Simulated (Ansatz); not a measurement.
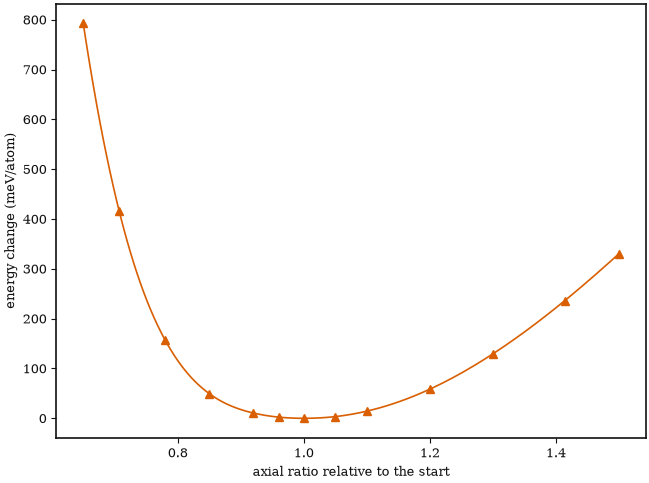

Plotted: energy change against relative axial ratio for Si₂Ni, space group Fm-3m (No. 225).

Starting cell:
```xyz
3
Lattice="0.0000 2.7234 2.7234 2.7234 0.0000 2.7234 2.7234 2.7234 0.0000" Properties=species:S:1:pos:R:3 pbc="T T T"
Si    1.3617    1.3617    1.3617
Si    4.0851    4.0851    4.0851
Ni    0.0000    0.0000    0.0000
```

Method: deformation of a crystal at fixed volume, lengths along the axis scaled against those across it, fractional coordinates fixed, by plane-wave density functional theory with PAW datasets, free energies less that of the undisturbed cell, pressure positive in compression; scalar-relativistic (Ansatz 0.2.0). Level: PBE, no spin polarisation.

```tsv
setting	value
wave cutoff	420 eV
k mesh	16×16×16
occupations	Gaussian
smearing width	0.15 eV
k shift	(0, 0, 0) (mesh steps)
start	relaxed
path	tetragonal
axis direction	(0, 0, 1) (Cartesian unit vector)
```

From this curve and the settings, what does the calculation give for the pressure at the same points?

The pressure goes from 20.2 GPa at relative axial ratio 0.650 to 6.9 GPa at 1.500, not monotonically, with a low of −0.1 GPa at 0.960, and changes sign near 0.91 and 1.09.

```json
{"axial ratio relative to the start": "0.650", "pressure (GPa)": "20.2"}
{"axial ratio relative to the start": "0.707", "pressure (GPa)": "10.2"}
{"axial ratio relative to the start": "0.780", "pressure (GPa)": "3.1"}
{"axial ratio relative to the start": "0.850", "pressure (GPa)": "0.5"}
{"axial ratio relative to the start": "0.920", "pressure (GPa)": "-0.1"}
{"axial ratio relative to the start": "0.960", "pressure (GPa)": "-0.1"}
{"axial ratio relative to the start": "1.000", "pressure (GPa)": "-0.1"}
{"axial ratio relative to the start": "1.050", "pressure (GPa)": "-0.1"}
{"axial ratio relative to the start": "1.100", "pressure (GPa)": "0.0"}
{"axial ratio relative to the start": "1.200", "pressure (GPa)": "1.0"}
{"axial ratio relative to the start": "1.300", "pressure (GPa)": "2.6"}
{"axial ratio relative to the start": "1.414", "pressure (GPa)": "4.9"}
{"axial ratio relative to the start": "1.500", "pressure (GPa)": "6.9"}
```

Note: no spin polarisation, a magnetic state may lie lower.
